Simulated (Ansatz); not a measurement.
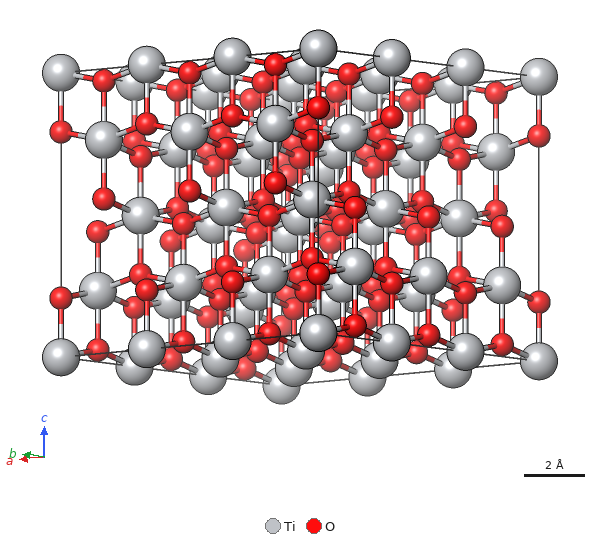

Fig. 1: The structure as given in the input (ball-and-stick view of the cell of the calculation, seen at an oblique angle). Near neighbours in the crystal (not all of them lie inside the picture): Ti has 6 O at 1.93 to 1.98 Å; O has 3 Ti at 1.93 to 1.98 Å.

**Single-point calculation, with input and output: Ti36O72 (part 1 of 2)**

- system: Ti36O72 (108 atoms in the cell)
- method: DFT, r2SCAN, PAW, plane waves (Ansatz 0.2.0)

The structure was built on a prototype by a generator.

## The input
```yaml
crystal:
  lattice:
    - [11.311282, 0.000005, -0.000027]
    - [0.000005, 11.311282, -0.000027]
    - [-0.000023, -0.000023, 9.548388]
  atoms:
    - { symbol: Ti, position: [0.000000, 0.000000, 0.000000] }
    - { symbol: Ti, position: [0.000000, 0.333333, 0.000000] }
    - { symbol: Ti, position: [0.000000, 0.666667, 0.000000] }
    - { symbol: Ti, position: [0.333333, 0.000000, 0.000000] }
    - { symbol: Ti, position: [0.333333, 0.333333, 0.000000] }
    - { symbol: Ti, position: [0.333333, 0.666667, 0.000000] }
    - { symbol: Ti, position: [0.666667, 0.000000, 0.000000] }
    - { symbol: Ti, position: [0.666667, 0.333333, 0.000000] }
    - { symbol: Ti, position: [0.666667, 0.666667, 0.000000] }
    - { symbol: Ti, position: [0.000000, 0.166667, 0.250000] }
    - { symbol: Ti, position: [0.000000, 0.500000, 0.250000] }
    - { symbol: Ti, position: [0.000000, 0.833334, 0.250000] }
    - { symbol: Ti, position: [0.333333, 0.166667, 0.250000] }
    - { symbol: Ti, position: [0.333333, 0.500000, 0.250000] }
    - { symbol: Ti, position: [0.333333, 0.833334, 0.250000] }
    - { symbol: Ti, position: [0.666667, 0.166667, 0.250000] }
    - { symbol: Ti, position: [0.666667, 0.500000, 0.250000] }
    - { symbol: Ti, position: [0.666667, 0.833334, 0.250000] }
    - { symbol: Ti, position: [0.166666, 0.000000, 0.750000] }
    - { symbol: Ti, position: [0.166666, 0.333333, 0.750000] }
    - { symbol: Ti, position: [0.166666, 0.666667, 0.750000] }
    - { symbol: Ti, position: [0.500000, 0.000000, 0.750000] }
    - { symbol: Ti, position: [0.500000, 0.333333, 0.750000] }
    - { symbol: Ti, position: [0.500000, 0.666667, 0.750000] }
    - { symbol: Ti, position: [0.833333, 0.000000, 0.750000] }
    - { symbol: Ti, position: [0.833333, 0.333333, 0.750000] }
    - { symbol: Ti, position: [0.833333, 0.666667, 0.750000] }
    - { symbol: Ti, position: [0.166667, 0.166666, 0.500000] }
    - { symbol: Ti, position: [0.166667, 0.500000, 0.500000] }
    - { symbol: Ti, position: [0.166667, 0.833333, 0.500000] }
    - { symbol: Ti, position: [0.500000, 0.166666, 0.500000] }
    - { symbol: Ti, position: [0.500000, 0.500000, 0.500000] }
    - { symbol: Ti, position: [0.500000, 0.833333, 0.500000] }
    - { symbol: Ti, position: [0.833334, 0.166666, 0.500000] }
    - { symbol: Ti, position: [0.833334, 0.500000, 0.500000] }
    - { symbol: Ti, position: [0.833334, 0.833333, 0.500000] }
    - { symbol: O, position: [0.000000, 0.000000, 0.207572] }
    - { symbol: O, position: [0.000000, 0.333333, 0.207572] }
    - { symbol: O, position: [0.000000, 0.666667, 0.207572] }
    - { symbol: O, position: [0.333333, 0.000000, 0.207572] }
    - { symbol: O, position: [0.333333, 0.333333, 0.207572] }
    - { symbol: O, position: [0.333333, 0.666667, 0.207572] }
    - { symbol: O, position: [0.666667, 0.000000, 0.207572] }
    - { symbol: O, position: [0.666667, 0.333333, 0.207572] }
    - { symbol: O, position: [0.666667, 0.666667, 0.207572] }
    - { symbol: O, position: [0.000000, 0.166666, 0.457572] }
    - { symbol: O, position: [0.000000, 0.499999, 0.457572] }
    - { symbol: O, position: [0.000000, 0.833333, 0.457572] }
    - { symbol: O, position: [0.333333, 0.166666, 0.457572] }
    - { symbol: O, position: [0.333333, 0.499999, 0.457572] }
    - { symbol: O, position: [0.333333, 0.833333, 0.457572] }
    - { symbol: O, position: [0.666667, 0.166666, 0.457572] }
    - { symbol: O, position: [0.666667, 0.499999, 0.457572] }
    - { symbol: O, position: [0.666667, 0.833333, 0.457572] }
    - { symbol: O, position: [0.000000, 0.166666, 0.042427] }
    - { symbol: O, position: [0.000000, 0.500000, 0.042427] }
    - { symbol: O, position: [0.000000, 0.833333, 0.042427] }
    - { symbol: O, position: [0.333333, 0.166666, 0.042427] }
    - { symbol: O, position: [0.333333, 0.500000, 0.042427] }
    - { symbol: O, position: [0.333333, 0.833333, 0.042427] }
    - { symbol: O, position: [0.666667, 0.166666, 0.042427] }
    - { symbol: O, position: [0.666667, 0.500000, 0.042427] }
    - { symbol: O, position: [0.666667, 0.833333, 0.042427] }
    - { symbol: O, position: [0.000000, 0.000000, 0.792427] }
    - { symbol: O, position: [0.000000, 0.333333, 0.792427] }
    - { symbol: O, position: [0.000000, 0.666667, 0.792427] }
    - { symbol: O, position: [0.333333, 0.000000, 0.792427] }
    - { symbol: O, position: [0.333333, 0.333333, 0.792427] }
    - { symbol: O, position: [0.333333, 0.666667, 0.792427] }
    - { symbol: O, position: [0.666667, 0.000000, 0.792427] }
    - { symbol: O, position: [0.666667, 0.333333, 0.792427] }
    - { symbol: O, position: [0.666667, 0.666667, 0.792427] }
    - { symbol: O, position: [0.166666, 0.166667, 0.292428] }
    - { symbol: O, position: [0.166666, 0.500001, 0.292428] }
    - { symbol: O, position: [0.166666, 0.833334, 0.292428] }
    - { symbol: O, position: [0.500000, 0.166667, 0.292428] }
    - { symbol: O, position: [0.500000, 0.500001, 0.292428] }
    - { symbol: O, position: [0.500000, 0.833334, 0.292428] }
    - { symbol: O, position: [0.833333, 0.166667, 0.292428] }
    - { symbol: O, position: [0.833333, 0.500001, 0.292428] }
    - { symbol: O, position: [0.833333, 0.833334, 0.292428] }
    - { symbol: O, position: [0.166667, 0.000000, 0.957573] }
    - { symbol: O, position: [0.166667, 0.333333, 0.957573] }
    - { symbol: O, position: [0.166667, 0.666667, 0.957573] }
    - { symbol: O, position: [0.500000, 0.000000, 0.957573] }
    - { symbol: O, position: [0.500000, 0.333333, 0.957573] }
    - { symbol: O, position: [0.500000, 0.666667, 0.957573] }
    - { symbol: O, position: [0.833334, 0.000000, 0.957573] }
    - { symbol: O, position: [0.833334, 0.333333, 0.957573] }
    - { symbol: O, position: [0.833334, 0.666667, 0.957573] }
    - { symbol: O, position: [0.166667, 0.000000, 0.542427] }
    - { symbol: O, position: [0.166667, 0.333333, 0.542427] }
    - { symbol: O, position: [0.166667, 0.666667, 0.542427] }
    - { symbol: O, position: [0.500001, 0.000000, 0.542427] }
    - { symbol: O, position: [0.500001, 0.333333, 0.542427] }
    - { symbol: O, position: [0.500001, 0.666667, 0.542427] }
    - { symbol: O, position: [0.833334, 0.000000, 0.542427] }
    - { symbol: O, position: [0.833334, 0.333333, 0.542427] }
    - { symbol: O, position: [0.833334, 0.666667, 0.542427] }
    - { symbol: O, position: [0.166666, 0.166667, 0.707573] }
    - { symbol: O, position: [0.166666, 0.500000, 0.707573] }
    - { symbol: O, position: [0.166666, 0.833334, 0.707573] }
    - { symbol: O, position: [0.499999, 0.166667, 0.707573] }
    - { symbol: O, position: [0.499999, 0.500000, 0.707573] }
    - { symbol: O, position: [0.499999, 0.833334, 0.707573] }
    - { symbol: O, position: [0.833333, 0.166667, 0.707573] }
    - { symbol: O, position: [0.833333, 0.500000, 0.707573] }
    - { symbol: O, position: [0.833333, 0.833334, 0.707573] }
kpoints:
  mp_grid: { grid: [1, 1, 1] }
hamiltonian:
  xc: r2scan
scf:
  occupations: { method: fermi_dirac, width: 0.01 }
output:
  forces: true
  eigenvalues: true
  populations: true
  eigenstates: { kpoints: [[0, 0, 0]], e_range: [-6.0, 6.0], localisation: true }
```

## Output
```
Pseudopotentials: kind: paw
Functional definition: r2SCAN
  parameter k0 = 0.174
  parameter k1 = 0.065
  parameter a1 = 4.9479
  exchange = r2scan_x(k0 = k0, k1 = k1, a1 = a1)
  correlation = r2scan_c
Crystal: 108 atoms, lattice volume = 1221.669 Å³
Basis set: ecut = 500 eV, 31003 PW (Γ), exchange–correlation on 360×360×288 points (64 copies of the dense FFT grid, shifted against one another)
Bands: 540, of which v1, the nominal top of the filled ones, is band 432 counted from 1 (431 counted from 0)
Symmetry: 72 space group operations
k-points: 1
Non-local potential: Ti, projectors of the file, l = 0: 3, l = 1: 2, l = 2: 3, l = 3: 1
Non-local potential: O, projectors of the file, l = 0: 2, l = 1: 2, l = 2: 1
PAW form: soft (Blöchl's): semilocal exchange-correlation on the pseudo side does not see the compensation charge
PAW frozen core: Ti, regenerated for the run's functional (the file was generated under x = pbe(κ = 0.804, μ = 0.2195149727645171), c = pbe(β = 0.06672455060314922))
PAW frozen core: O, regenerated for the run's functional (the file was generated under x = pbe(κ = 0.804, μ = 0.2195149727645171), c = pbe(β = 0.06672455060314922))
PAW one-centre angular grid: Ti, 590 points (default); XC on 160 Gauss nodes
PAW one-centre angular grid: O, 302 points (default); XC on 160 Gauss nodes
Initial density: superposition of atomic densities (neutral atoms: chi_scale 0, normalization atom), corrected by the library's trained network
Initial wavefunctions: pseudopotential atomic-orbital guess
Functional: x = r2scan, c = r2scan; τ floored in thin density (d = 2e-4 eV/Å³)
SCF iter   1: F=—  HF=-131267.713419 eV  |F-HF|=—  |Δ(HF+E_count)|=         —  Δρ=2.70e-2  dr2=1.03e1  dr2_τ=7.23e0  ethr=1.77e-3  ⟨swp⟩=5.0  Hψ=1923  notcnv=0  defer=59
preconditioner: auto → Resta (q_TF=auto, 2.575 Å⁻¹)  ε∞=6.5  [insulator: Δε(μ)=3.165 eV  Ē_g=10.870 eV  σ=0.010 eV  W_gap=1.00  n_scr=346 (ndim 8)  ℏωp=25.5 eV  f_vac=0.105  D(μ)=0.00/eV (n_scr^D=0)  ε∞_Penn≈6.5]
SCF iter   2: F=—  HF=-131268.303434 eV  |F-HF|=—  |Δ(HF+E_count)|=   5.90e-1  Δρ=1.20e-2  dr2=8.38e-1  dr2_τ=5.19e-1  ethr=1.20e-3  ⟨swp⟩=3.0  Hψ=1065  notcnv=0  defer=104
SCF iter   3: F=—  HF=-131268.205674 eV  |F-HF|=—  |Δ(HF+E_count)|=   9.78e-2  Δρ=4.05e-3  dr2=1.26e-1  dr2_τ=1.04e-2  ethr=9.70e-5  ⟨swp⟩=2.0  Hψ=728  notcnv=0  defer=104
SCF iter   4: F=—  HF=-131268.205653 eV  |F-HF|=—  |Δ(HF+E_count)|=   2.02e-5  Δρ=1.11e-3  dr2=8.94e-3  dr2_τ=1.85e-3  ethr=1.45e-5  ⟨swp⟩=2.0  Hψ=656  notcnv=0  defer=104
SCF iter   5: F=—  HF=-131268.207063 eV  |F-HF|=—  |Δ(HF+E_count)|=   1.41e-3  Δρ=1.92e-4  dr2=7.00e-4  dr2_τ=2.84e-5  ethr=1.03e-6  ⟨swp⟩=2.0  Hψ=656  notcnv=0  defer=104
SCF iter   6: F=—  HF=-131268.206407 eV  |F-HF|=—  |Δ(HF+E_count)|=   6.56e-4  Δρ=4.69e-5  dr2=3.60e-5  dr2_τ=1.64e-6  ethr=8.10e-8  ⟨swp⟩=2.0  Hψ=612  notcnv=0  defer=104
SCF iter   7: F=—  HF=-131268.209868 eV  |F-HF|=—  |Δ(HF+E_count)|=   3.46e-3  Δρ=1.54e-5  dr2=3.28e-6  dr2_τ=1.54e-7  ethr=4.17e-9  ⟨swp⟩=2.0  Hψ=806  notcnv=0  defer=104
SCF iter   8: F=-131268.209868 eV  HF=-131268.209868 eV  |F-HF|=3.16e-8  |Δ(HF+E_count)|=   1.99e-7  Δρ=2.46e-6  dr2=7.63e-8  dr2_τ=2.49e-9  ethr=1.16e-11  ⟨swp⟩=10.0  Hψ=2768  notcnv=0
SCF 1 converged in 8 iterations: F = -131268.209868 eV  dr2 = 7.63e-8
  greatest PAW one-centre occupation: 1.000 electrons in one spin orbital (limit 2), on the Ti atom at site 35 (counted from 0), in its partial waves of l = 0
NSCF: frozen V_eff on 1 k-points
SCF converged after 8 iterations
Free energy (F): -131268.209868 eV
Harris-Foulkes:  -131268.209868 eV  (|F-HF|=3.16e-8)
Internal energy: -131268.209868 eV  (E = F + TS)
E sigma→0 (E₀):  -131268.209868 eV
Fermi energy:    8.237610 eV
--- Per-component energies (eV) ---
  E_band       = -9058.855361
  E_kinetic    = 22550.752727
  E_local      = -64051.072285  (includes V_loc(G=0)·N_el)
  E_nonlocal   = 3457.421010
  E_hartree    = 24809.886366
  E_xc         = -8693.290128
  E_vxc        = -12485.719167  (∫ρ·V_xc dr)
  E_paw        = -49461.045938  (= ΣΔE_a)
  E_vpaw       = -8975.475608  (= ΣTr[D̂ρ^β])
  E_aug_tail   = 0.082358  (compensation charges beyond the density's cutoff)
  E_vtau       = 825.385986  (kinetic-family band-sum trace: ∫τ·v_τ [+ j·A + Jᵃ·Aᵃ] dr)
  E_ewald      = -59869.519774
  E_core_change = -11.424203  (= ΣΔE_core)
  E_smearing   = -0.000000  (= −TS)
  E_closure    = 0.000000  (closes the sum)
  Σ components = -131268.209868   (vs F -131268.209868, Δ=0.00e0)
```
